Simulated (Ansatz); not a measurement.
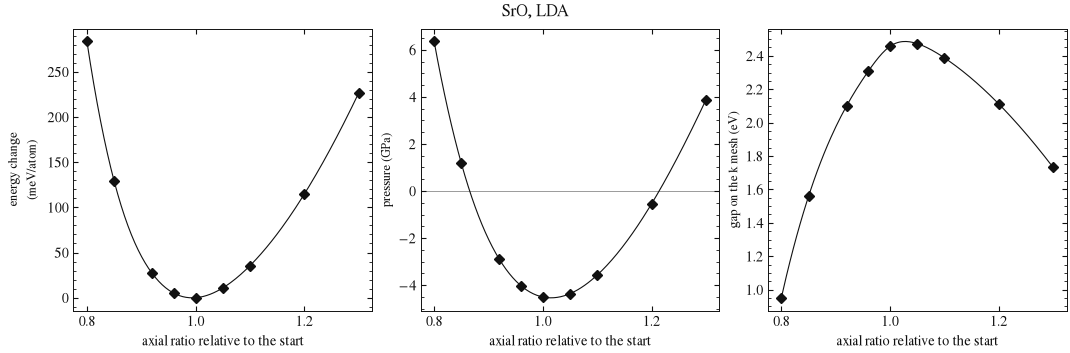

Computed with Ansatz 0.2.0: deformation of a crystal at fixed volume, lengths along the axis scaled against those across it, fractional coordinates fixed, by plane-wave density functional theory with PAW datasets, free energies less that of the undisturbed cell, pressure positive in compression; scalar-relativistic. Level: LDA, no spin polarisation.

- wave cutoff: 420 eV
- k mesh: 9×9×6
- occupations: Gaussian
- smearing width: 0.05 eV
- k shift: (0, 0, 0) (mesh steps)
- start: as given
- path: axial
- axis direction: (0, 0, 1) (Cartesian unit vector)

The given structure:
```yaml
crystal:
  lattice:
    - [4.27547, 0.00000, 0.00000]
    - [-2.13773, 3.70266, 0.00000]
    - [0.00000, 0.00000, 5.15559]
  atoms:
    - { symbol: Sr, position: [0.33333, 0.66667, 0.93813] }
    - { symbol: Sr, position: [0.66667, 0.33333, 0.43813] }
    - { symbol: O, position: [0.33333, 0.66667, 0.43687] }
    - { symbol: O, position: [0.66667, 0.33333, 0.93687] }
```

Figure. Energy change, pressure and gap on the k mesh against relative axial ratio for SrO, space group P6_3mc (No. 186).

The energy change is 284 meV/atom at relative axial ratio 0.80 and 227 meV/atom at 1.30; the lowest computed point is at relative axial ratio 1.00 (0 meV/atom). The pressure goes from 6.4 GPa at relative axial ratio 0.80 to 3.9 GPa at 1.30, not monotonically, with a low of −4.5 GPa at 1.00, and changes sign near 0.87 and 1.21. The gap on the k mesh stays open and runs from 0.951 eV at relative axial ratio 0.80 to 1.732 eV at 1.30, with its largest value, 2.473 eV, at 1.05.

Note: odd k mesh can miss points on the zone edge; reference crystal is not relaxed; shape and atomic fractions are frozen while scaling, which makes layered, chain and framework solids too stiff.
